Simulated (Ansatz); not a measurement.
InP: single-point calculation

The run: single-point calculation of InP (slab, 16 atoms in the cell). Method and program: DFT PBE+D3(BJ), scalar-relativistic, plane waves, PAW, no spin polarisation (Ansatz 0.2.0).

The structure derives from an entry of the Crystallography Open Database. It belongs to a series of runs on one base structure; here: the slab at its places in the relaxed adsorbed structure. Figures and captions count atoms from 1; the log counts them from 0 in places.

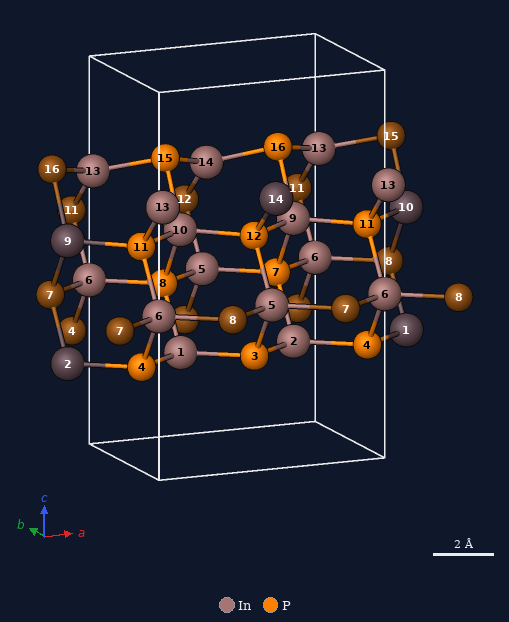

**Figure 1.** The structure as given in the input (ball-and-stick view of the cell of the calculation, with the vacuum cut short, seen slightly off an axis; neighbours outside the cell are drawn fainter; atoms are numbered from 1 in the order of the input). An atom can appear more than once, as a periodic image. Near neighbours in the periodic cell (some may lie outside the picture): In has 3 P at 2.51 to 2.55 Å; P has 3 In at 2.52 to 2.56 Å; In has 4 P at 2.55 to 2.62 Å; P has 4 In at 2.51 to 2.62 Å.

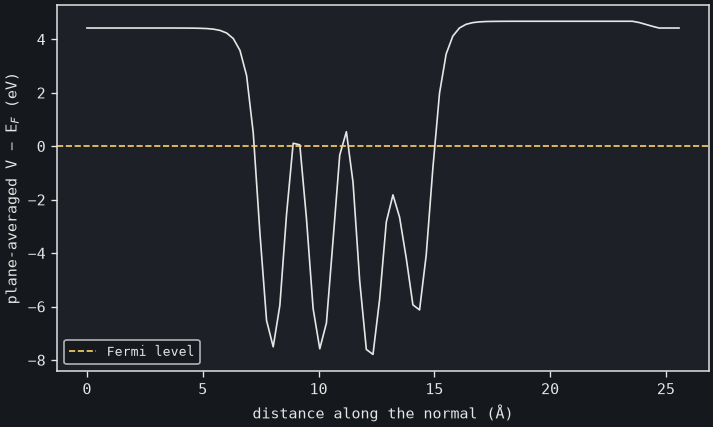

**Figure 2.** Plane average of the electrostatic potential energy of an electron across the cell, from the Fermi level. The vacuum level lies 4.67 eV above the Fermi level on the upper side and 4.42 eV on the lower.

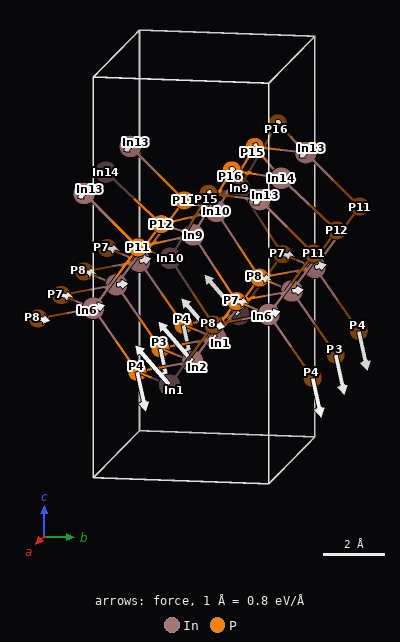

**Figure 3.** Forces on the atoms as white arrows (ball-and-stick view of the cell of the calculation, with the vacuum cut short, seen slightly off an axis; neighbours outside the cell are drawn fainter; atoms are numbered from 1 in the order of the input); the smallest are left out. The largest act on In1, In2 (1.44 eV/Å); P3 (1.16 eV/Å); P4 (1.14 eV/Å). The geometry is not a stationary point of this energy.

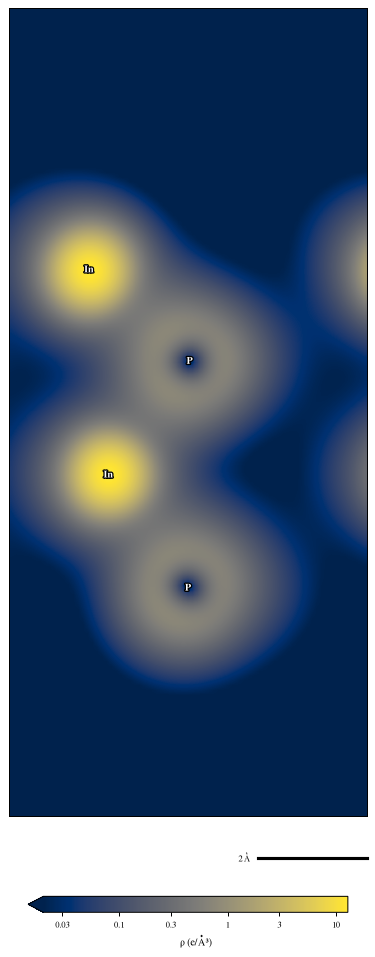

**Figure 4.** Valence electron density on the (100) plane of the calculation cell, a cut from vacuum to vacuum. In–P (2.51 Å): ρ is about 0.47 e/Å³ halfway. In–P (2.55 Å): ρ is about 0.42 e/Å³ halfway. The density dies away to nearly zero in the vacuum. Core electrons are frozen (PAW), so the fields are smoothed inside the atomic spheres.

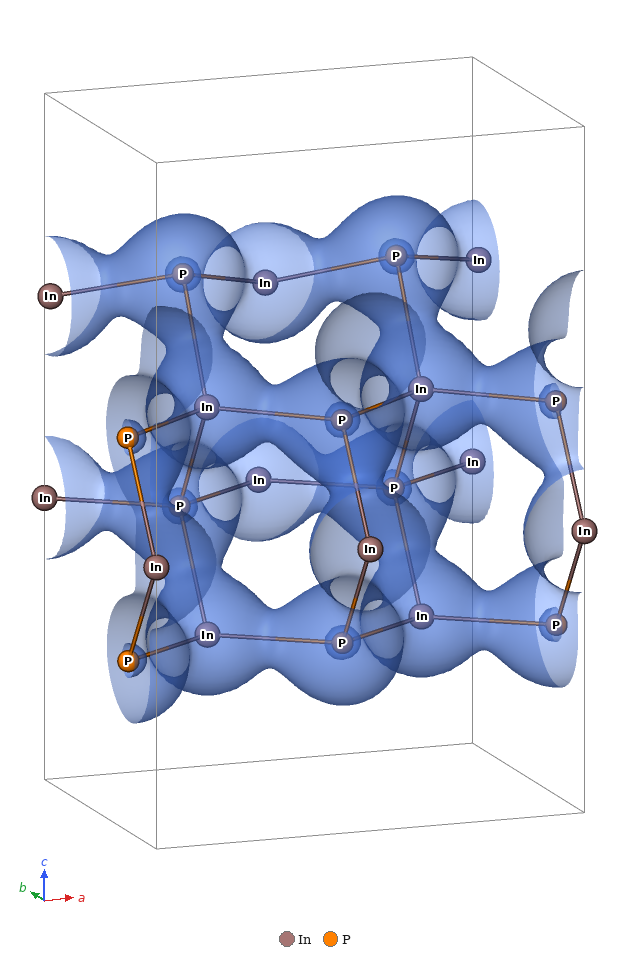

**Figure 5.** Isosurface of the valence electron density at 0.3 e/Å³ (blue), seen slightly off an axis. Sticks mark near contacts. At this value the density is joined into sheets; it holds about 80 % of the electrons treated as valence (semicore included). On the grid the lowest density along these lines, outside the cores, is 0.47 e/Å³ (In–P, 2.51 Å), 0.44 e/Å³ (In–P, 2.55 Å) and 0.38 e/Å³ (In–P, 2.62 Å).

These pictures come from the run below.

## Input
```yaml
crystal:
  lattice:
    - [8.3347933365, 0.0, 0.0]
    - [0.0, 5.893588888, 0.0]
    - [0.0, 0.0, 25.8528950024]
  atoms:
    - { symbol: In, position: [0.25, 0.5, 0.309443101] }
    - { symbol: In, position: [0.75, 0.5, 0.309443101] }
    - { symbol: P, position: [0.5, 0.25, 0.309443101] }
    - { symbol: P, position: [0.0, 0.25, 0.309443101] }
    - { symbol: In, position: [0.5, 0.0, 0.3900413603] }
    - { symbol: In, position: [0.0, 0.0, 0.3900413603] }
    - { symbol: P, position: [0.75, 0.75, 0.3900413603] }
    - { symbol: P, position: [0.25, 0.75, 0.3900413603] }
    - { symbol: In, position: [0.7500822297, 0.5032476976, 0.4744132099] }
    - { symbol: In, position: [0.2495937314, 0.5031679289, 0.4743883113] }
    - { symbol: P, position: [-0.000146349, 0.2547016995, 0.4714150298] }
    - { symbol: P, position: [0.4998525546, 0.2550537802, 0.4710193655] }
    - { symbol: In, position: [8.58303e-05, -0.0523521841, 0.5390779037] }
    - { symbol: In, position: [0.4998652805, -0.0605745846, 0.5362184713] }
    - { symbol: P, position: [0.2505545123, 0.7223814084, 0.5600039541] }
    - { symbol: P, position: [0.7493118167, 0.7228051608, 0.5599955799] }
basis:
  ecutwfc: 420
kpoints:
  mp_grid: { grid: [2, 3, 1] }
hamiltonian:
  xc: pbe
  dispersion: d3bj
scf:
  occupations: { method: gaussian, width: 0.05 }
output:
  forces: true
  eigenvalues: true
  write_density: true
  volumetric_format: npy
efield:
  axis: 3
  dipole_correction: true
  ramp_width: 0.04
```

Run as:
```bash
ansatz run input.yaml --threads 4 --pin off --max-ram 10240MiB --backend cpu --events-out ev --progress --plain --runs-dir out
```

## What the program printed
```
Engine: ansatz 0.2.0, aarch64-unknown-linux-gnu
Pseudopotentials: kind: paw
Pseudopotential: In, paw, valence charge 13, recommended cutoff 420 eV (normal), In.paw.azcp
Pseudopotential: P, paw, valence charge 5, recommended cutoff 420 eV (normal), P.paw.azcp
Functional definition: PBE
  parameter kappa = 0.804
  parameter beta = 0.06672455060314922
  exchange = pbe_x(kappa = kappa, mu = beta*pi^2/3)
  correlation = pbe_c(beta = beta)
Crystal: 16 atoms, lattice volume = 1269.942 Å³
Basis set: ecut = 420 eV, 24763 PW (Γ), exchange–correlation on 120×80×360 points (8 copies of the dense FFT grid, shifted against one another)
Bands: 88, of which v1, the nominal top of the filled ones, is band 72 counted from 1 (71 counted from 0)
Symmetry: 1 space group operations
Space group: P1 (ITA 1), of the structure as read, at distance tolerance 1.1e-4 Å
k-points: 4 of 6 (time reversal used)
Non-local potential: In, projectors of the file, l = 0: 2, l = 1: 2, l = 2: 2, l = 3: 2
Non-local potential: P, projectors of the file, l = 0: 2, l = 1: 2, l = 2: 2
PAW form: soft (Blöchl's): semilocal exchange-correlation on the pseudo side does not see the compensation charge
PAW one-centre angular grid: In, 590 points (default); XC on 64 Gauss nodes
PAW one-centre angular grid: P, 110 points (default); XC on 64 Gauss nodes
Initial density: superposition of atomic densities (neutral atoms: chi_scale 0, normalization atom), corrected by the library's trained network
Initial wavefunctions: pseudopotential atomic-orbital guess
Functional: x = pbe(κ = 0.804, μ = 0.2195149727645171), c = pbe(β = 0.06672455060314922)
SCF iter   1: F=—  HF=-50830.612697 eV  |F-HF|=—  |Δ(HF+E_count)|=         —  Δρ=1.30e-3  dr2=9.55e-2  ethr=1.77e-3  p=-0.054 e·Å  D=-7.65e-3 V/Å  ΔV_dip=0.20 eV  dr2_dipole=7.41e-3  V_vac-E_F(+/−)=4.66/4.46 eV  ⟨swp⟩=8.5  Hψ=1749  notcnv=0  defer=14
efield: sawtooth ramp at fractional position 0.9147 (placed from the atoms, in the widest stretch of the axis that holds none; the zero of the levels goes with the place), width 0.0400; the density the first Hamiltonian is built on has a dipole p = -0.054 e·Å; the dipole correction subtracts the counter field D = -7.65e-3 V/Å, which shifts the + side's vacuum level by +0.20 eV against the − side's; the planar-averaged density in the ramp window peaks in size at 7.7e-7 e/Å³
preconditioner: auto → Resta (q_TF=auto, 1.898 Å⁻¹)  ε∞=2.0  [insulator: Δε(μ)=0.730 eV  Ē_g=12.729 eV  σ=0.050 eV  W_gap=1.00  n_scr=144 (ndim 8)  ℏωp=12.5 eV  f_vac=0.623  D(μ)=0.00/eV (n_scr^D=0)  ε∞_Penn≈2.0  vacuum switching on, ρ_ref=1.2e-2 e/Å³]
SCF iter   2: F=—  HF=-50830.620040 eV  |F-HF|=—  |Δ(HF+E_count)|=   7.34e-3  Δρ=1.11e-3  dr2=1.25e-1  ethr=6.64e-5  p=-0.136 e·Å  D=-1.94e-2 V/Å  ΔV_dip=0.50 eV  dr2_dipole=3.66e-2  V_vac-E_F(+/−)=4.89/4.39 eV  ⟨swp⟩=4.0  Hψ=799  notcnv=0  defer=41
SCF iter   3: F=—  HF=-50830.609116 eV  |F-HF|=—  |Δ(HF+E_count)|=   1.09e-2  Δρ=5.48e-4  dr2=4.03e-2  ethr=6.64e-5  p=-0.036 e·Å  D=-5.18e-3 V/Å  ΔV_dip=0.13 eV  dr2_dipole=1.48e-2  V_vac-E_F(+/−)=4.62/4.49 eV  ⟨swp⟩=3.2  Hψ=414  notcnv=0  defer=41
SCF iter   4: F=—  HF=-50830.605710 eV  |F-HF|=—  |Δ(HF+E_count)|=   3.41e-3  Δρ=2.91e-4  dr2=3.15e-3  ethr=2.80e-5  p=-0.074 e·Å  D=-1.06e-2 V/Å  ΔV_dip=0.27 eV  dr2_dipole=5.02e-5  V_vac-E_F(+/−)=4.69/4.42 eV  ⟨swp⟩=2.2  Hψ=395  notcnv=0  defer=41
SCF iter   5: F=—  HF=-50830.605939 eV  |F-HF|=—  |Δ(HF+E_count)|=   2.29e-4  Δρ=1.34e-4  dr2=3.67e-4  ethr=2.18e-6  p=-0.071 e·Å  D=-1.01e-2 V/Å  ΔV_dip=0.26 eV  dr2_dipole=1.08e-6  V_vac-E_F(+/−)=4.68/4.42 eV  ⟨swp⟩=2.0  Hψ=415  notcnv=0  defer=41
SCF iter   6: F=—  HF=-50830.606139 eV  |F-HF|=—  |Δ(HF+E_count)|=   2.00e-4  Δρ=4.56e-5  dr2=5.37e-5  ethr=2.55e-7  p=-0.070 e·Å  D=-9.92e-3 V/Å  ΔV_dip=0.26 eV  dr2_dipole=1.88e-6  V_vac-E_F(+/−)=4.68/4.42 eV  ⟨swp⟩=2.0  Hψ=407  notcnv=0  defer=41
SCF iter   7: F=—  HF=-50830.606007 eV  |F-HF|=—  |Δ(HF+E_count)|=   1.32e-4  Δρ=1.47e-5  dr2=4.10e-6  ethr=3.73e-8  p=-0.069 e·Å  D=-9.78e-3 V/Å  ΔV_dip=0.25 eV  dr2_dipole=5.87e-8  V_vac-E_F(+/−)=4.67/4.42 eV  ⟨swp⟩=2.0  Hψ=599  notcnv=0  defer=41
SCF iter   8: F=—  HF=-50830.606010 eV  |F-HF|=—  |Δ(HF+E_count)|=   3.25e-6  Δρ=4.86e-6  dr2=5.04e-7  ethr=2.85e-9  p=-0.069 e·Å  D=-9.80e-3 V/Å  ΔV_dip=0.25 eV  dr2_dipole=7.48e-11  V_vac-E_F(+/−)=4.67/4.42 eV  ⟨swp⟩=3.2  Hψ=502  notcnv=0  defer=41
SCF iter   9: F=-50830.606011 eV  HF=-50830.606011 eV  |F-HF|=3.45e-8  |Δ(HF+E_count)|=   4.97e-7  Δρ=1.74e-6  dr2=7.98e-8  ethr=6.94e-11  p=-0.069 e·Å  D=-9.80e-3 V/Å  ΔV_dip=0.25 eV  dr2_dipole=4.53e-10  V_vac-E_F(+/−)=4.67/4.42 eV  ⟨swp⟩=17.2  Hψ=2233  notcnv=0
SCF 1 converged in 9 iterations: F = -50830.606011 eV  dr2 = 7.98e-8
  greatest PAW one-centre occupation: 0.982 electrons in one spin orbital (limit 2), on the In atom at site 0 (counted from 0), in its partial waves of l = 2
SCF converged after 9 iterations
Free energy (F): -50830.606011 eV
Harris-Foulkes:  -50830.606011 eV  (|F-HF|=3.45e-8)
Internal energy: -50830.606011 eV  (E = F + TS)
E sigma→0 (E₀):  -50830.606011 eV
Fermi energy:    -0.793204 eV
Dipole field:    D = -0.009788 V/Å  (p = -0.068693 e·Å, saw-weighted, corrected)
Work function:   Φ+ = 4.6745 eV   Φ− = 4.4215 eV
Levels:          The Fermi level and band energies are counted from a zero that moves with the ramp; work functions are not
--- Per-component energies (eV) ---
  E_band       = -1566.818086
  E_kinetic    = 2491.474171
  E_local      = -89734.015617  (includes V_loc(G=0)·N_el)
  E_nonlocal   = 3209.852575
  E_hartree    = 43111.886962
  E_xc         = -2205.482572
  E_vxc        = -1268.280971  (∫ρ·V_xc dr)
  E_paw        = -37795.717929  (= ΣΔE_a)
  E_vpaw       = -2489.436775  (= ΣTr[D̂ρ^β])
  E_aug_tail   = 0.000233  (compensation charges beyond the density's cutoff)
  E_efield     = 0.000336  (sawtooth field / dipole correction)
  E_vefield    = -0.200071  (∫n·V_field dr)
  E_ewald      = 30094.919565
  E_disp       = -3.523735  (pairwise vdW)
  E_smearing   = -0.000000  (= −TS)
  E_closure    = -0.000000  (closes the sum)
  Σ components = -50830.606011   (vs F -50830.606011, Δ=0.00e0)
--- Forces (eV/Å), atoms counted from 1 ---
  atom   1  In     0.00774487    -0.95552529     1.07459389
  atom   2  In    -0.00797841    -0.95521287     1.07476286
  atom   3  P     -0.00013386     0.24695743    -1.12883675
  atom   4  P     -0.00004704     0.24483823    -1.10902949
  atom   5  In     0.00027414     0.35163270     0.05245302
  atom   6  In    -0.00035082     0.34840333     0.10658442
  atom   7  P     -0.00082806     0.35373284    -0.06037387
  atom   8  P     -0.00051438     0.35462738    -0.06071714
  atom   9  In     0.02731065     0.02969856    -0.04173322
  atom  10  In    -0.02495660     0.02944371    -0.04443679
  atom  11  P      0.00006606     0.00864826     0.00904980
  atom  12  P      0.00045998     0.04850673     0.02023627
  atom  13  In    -0.00541535    -0.19237121    -0.15955279
  atom  14  In     0.00011663    -0.01471951     0.00719313
  atom  15  P     -0.06174209     0.05321475     0.13049001
  atom  16  P      0.06599458     0.04813593     0.12929530
  max |Σ_I F_I| component: 2.13e-5 eV/Å
--- Band table (eV) ---
  k-point 0: bands = ["-15.5359", "-15.5150", "-15.4819", "-15.4789", "-15.4579", "-15.4529", "-15.4476", "-15.4289", "-15.4082", "-15.3885", "-15.3739", "-15.3707", "-15.3624", "-15.3460", "-15.3413", "-15.3240", "-15.3046", "-15.2982", "-15.2938", "-15.2704", "-15.2680", "-15.2555", "-15.2476", "-15.2351", "-15.2320", "-15.2297", "-15.2213", "-15.1971", "-15.1879", "-15.1776", "-15.1755", "-15.1731", "-15.1655", "-15.1622", "-15.1601", "-15.1515", "-15.1013", "-15.0833", "-15.0812", "-15.0561", "-12.1460", "-11.2106", "-10.7495", "-10.6727", "-10.3240", "-10.0525", "-10.0502", "-9.8364", "-6.5516", "-6.3750", "-6.3109", "-5.9982", "-5.8511", "-5.8047", "-4.6144", "-3.9504", "-3.8061", "-3.5342", "-3.3825", "-3.3114", "-3.1072", "-3.0794", "-2.9109", "-2.7602", "-2.7550", "-2.3598", "-2.0213", "-1.9515", "-1.5165", "-1.3575", "-1.3234", "-1.1608", "-0.4256", "-0.1380", "0.2729", "0.6923", "0.9661", "1.2067", "1.6080", "1.6276", "1.7995", "1.8225", "1.9969", "2.1059", "2.3505", "2.7677", "2.9775", "3.2812"]
  k-point 1: bands = ["-15.5337", "-15.5127", "-15.4686", "-15.4624", "-15.4524", "-15.4482", "-15.4456", "-15.4335", "-15.4057", "-15.3882", "-15.3742", "-15.3633", "-15.3624", "-15.3612", "-15.3380", "-15.3229", "-15.3104", "-15.3037", "-15.3015", "-15.2738", "-15.2627", "-15.2577", "-15.2444", "-15.2419", "-15.2353", "-15.2338", "-15.2269", "-15.2072", "-15.2025", "-15.1870", "-15.1845", "-15.1747", "-15.1709", "-15.1576", "-15.1555", "-15.1429", "-15.1012", "-15.0818", "-15.0803", "-15.0560", "-11.7792", "-11.0464", "-10.7711", "-10.6505", "-10.5957", "-10.4209", "-10.0082", "-9.7797", "-6.6110", "-6.4421", "-6.3277", "-6.2243", "-6.1870", "-5.8917", "-5.0489", "-3.9409", "-3.6483", "-3.5865", "-3.3817", "-3.1963", "-2.9052", "-2.7364", "-2.6881", "-2.5050", "-2.4756", "-2.1799", "-1.9767", "-1.8279", "-1.7921", "-1.6242", "-1.3740", "-1.2433", "-0.2365", "-0.1763", "0.5281", "0.6828", "0.9099", "1.3987", "1.6401", "1.6564", "1.8189", "2.0879", "2.1301", "2.5926", "2.6772", "3.1650", "3.2201", "3.3605"]
  k-point 2: bands = ["-15.5216", "-15.5205", "-15.4687", "-15.4666", "-15.4616", "-15.4591", "-15.4292", "-15.4289", "-15.4027", "-15.3979", "-15.3865", "-15.3861", "-15.3613", "-15.3588", "-15.3219", "-15.3194", "-15.3070", "-15.3062", "-15.2706", "-15.2695", "-15.2596", "-15.2586", "-15.2488", "-15.2470", "-15.2396", "-15.2379", "-15.2051", "-15.2048", "-15.1847", "-15.1838", "-15.1777", "-15.1769", "-15.1655", "-15.1649", "-15.1610", "-15.1596", "-15.0936", "-15.0925", "-15.0707", "-15.0698", "-11.7239", "-11.7093", "-10.8418", "-10.8382", "-10.1222", "-10.1117", "-9.9096", "-9.9040", "-6.5363", "-6.5275", "-6.0863", "-6.0626", "-5.0570", "-5.0435", "-4.1283", "-4.1075", "-3.9939", "-3.9699", "-3.5165", "-3.5096", "-3.4241", "-3.4130", "-3.1849", "-3.1834", "-2.5545", "-2.5411", "-2.4365", "-2.4153", "-1.8918", "-1.8830", "-1.3377", "-1.3221", "-0.0703", "-0.0573", "0.8783", "0.9727", "1.4368", "1.4852", "1.9088", "1.9228", "2.2184", "2.2310", "2.4201", "2.4405", "2.9187", "2.9420", "3.1936", "3.2201"]
  k-point 3: bands = ["-15.5206", "-15.5187", "-15.4613", "-15.4581", "-15.4526", "-15.4492", "-15.4308", "-15.4306", "-15.3915", "-15.3878", "-15.3845", "-15.3840", "-15.3649", "-15.3630", "-15.3236", "-15.3227", "-15.3116", "-15.3109", "-15.2727", "-15.2723", "-15.2595", "-15.2589", "-15.2539", "-15.2523", "-15.2422", "-15.2416", "-15.2140", "-15.2139", "-15.1952", "-15.1950", "-15.1829", "-15.1826", "-15.1678", "-15.1675", "-15.1548", "-15.1538", "-15.0927", "-15.0916", "-15.0705", "-15.0696", "-11.3926", "-11.3807", "-10.7408", "-10.7397", "-10.4696", "-10.4533", "-10.1200", "-10.1154", "-6.2396", "-6.2118", "-6.0455", "-6.0377", "-5.4566", "-5.4400", "-4.9332", "-4.9210", "-3.7921", "-3.7834", "-3.6803", "-3.6653", "-3.1199", "-3.1083", "-2.7624", "-2.7505", "-2.5460", "-2.5325", "-2.2201", "-2.2067", "-1.7855", "-1.7801", "-1.2492", "-1.2359", "-0.1005", "-0.0972", "0.8591", "1.0149", "1.5362", "1.5709", "2.0079", "2.0219", "2.4884", "2.5219", "3.0667", "3.0740", "3.2755", "3.2912", "3.6190", "3.6244"]
```

## Key numbers

| quantity | value |
| --- | --- |
| outcome | converged |
| electrons treated | 144 |
| free energy | −50830.6060 eV |
| work function, top face | 4.67 eV |
| work function, bottom face | 4.42 eV |
| Fermi energy | −0.793 eV |
| gap on the k-point mesh | 0.74 eV |
| work function (upper face) | 4.67 eV |
| largest force (length of the vector) | 1.438 eV/Å |
| hardware | 4 threads of Arm Neoverse V2, 24 GiB of memory available, shared host |
| wall time | 18 s (CPU time 56 s) |
| peak memory | 2 GiB |
